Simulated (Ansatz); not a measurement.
Cell and atoms:

```cif
data_structure
_symmetry_space_group_name_H-M 'P 1'
_symmetry_Int_Tables_number 1
_cell_length_a 3.5279
_cell_length_b 3.5279
_cell_length_c 3.5279
_cell_angle_alpha 90.000
_cell_angle_beta 90.000
_cell_angle_gamma 90.000
_cell_volume 43.91
loop_
_atom_site_label
_atom_site_type_symbol
_atom_site_fract_x
_atom_site_fract_y
_atom_site_fract_z
_atom_site_occupancy
B1 B 0.00000 0.00000 0.00000 1
N1 N 0.25000 0.25000 0.25000 1
B2 B 0.00000 0.50000 0.50000 1
N2 N 0.25000 0.75000 0.75000 1
B3 B 0.50000 0.00000 0.50000 1
N3 N 0.75000 0.25000 0.75000 1
B4 B 0.50000 0.50000 0.00000 1
N4 N 0.75000 0.75000 0.25000 1
```

**Interpret the file: composition, symmetry and coordination.**

The compound is BN. The symmetry is that of F-43m (No. 216), on a face-centred cubic lattice. It belongs to the family called zinc blende (sphalerite type). Content of the cell: 4 B, 4 N (Z = 4). The polyhedra are BN4 tetrahedra; they share corners. B is linked to four N in a tetrahedral arrangement at 1.53 Å. The N atoms are each bonded to four B in a tetrahedral arrangement at 1.53 Å. The bonds build a three-dimensional framework.

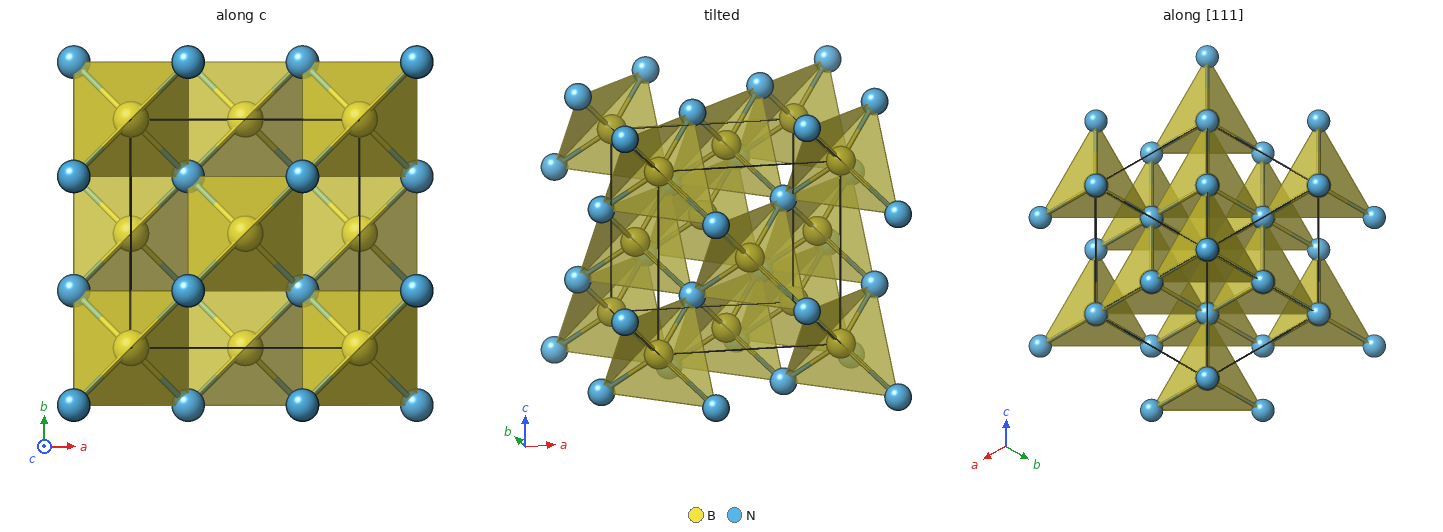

Crystal structure, polyhedral style, seen along the c axis, slightly off an axis and along [111]. The parallelepiped is the conventional unit cell. Some neighbours outside the box are added. Colours: boron yellow, nitrogen blue.

It derives from a structure listed in the Materials Project. The cell was then strained or its atoms displaced on purpose. It was run through Ansatz as a DFT input.
